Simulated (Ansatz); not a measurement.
System: MgO, space group Fm-3m (No. 225).

Starting cell:
```cif
data_structure
_symmetry_space_group_name_H-M 'P 1'
_symmetry_Int_Tables_number 1
_cell_length_a 2.8964
_cell_length_b 2.8964
_cell_length_c 2.8964
_cell_angle_alpha 60.000
_cell_angle_beta 60.000
_cell_angle_gamma 60.000
_cell_volume 17.18
loop_
_atom_site_label
_atom_site_type_symbol
_atom_site_fract_x
_atom_site_fract_y
_atom_site_fract_z
_atom_site_occupancy
Mg1 Mg 0.00000 0.00000 0.00000 1
O1 O 0.50000 0.50000 0.50000 1
```

How it was computed, with Ansatz 0.2.0: optical phonons of an insulator on the approach to the zone centre along x, y and z with the field of polar modes, imaginary frequencies are negative, field response on a mesh refined by the program; plane waves with PAW datasets. Level: PBEsol, no spin polarisation.

| setting | value |
| --- | --- |
| wave cutoff | 420 eV |
| k mesh | 10×10×10 |
| occupations | fixed |
| pressure | 16 GPa |

Describe the result: the polar optical modes, transverse and longitudinal, approaching the zone centre along x.

The transverse (TO, twofold) lines lie at 468.1 and the longitudinal (LO) ones at 758.2 cm⁻¹, the same along x, y and z by the cubic symmetry.

| at | frequency (cm⁻¹) | degeneracy | dipole strength ((D/Å)²/amu) |
| --- | --- | --- | --- |
| x | 468.1 | 2 | 18.1 |
| x | 758.2 | 1 | 9.04 |

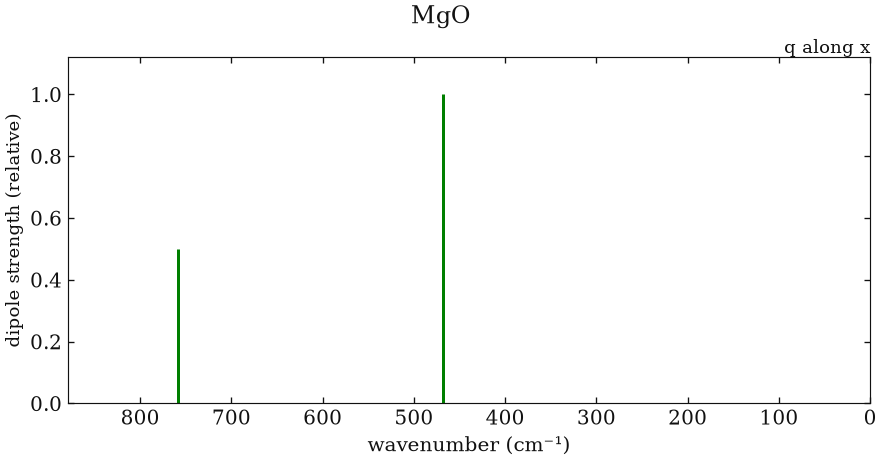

The spectrum is scaled to its strongest line.
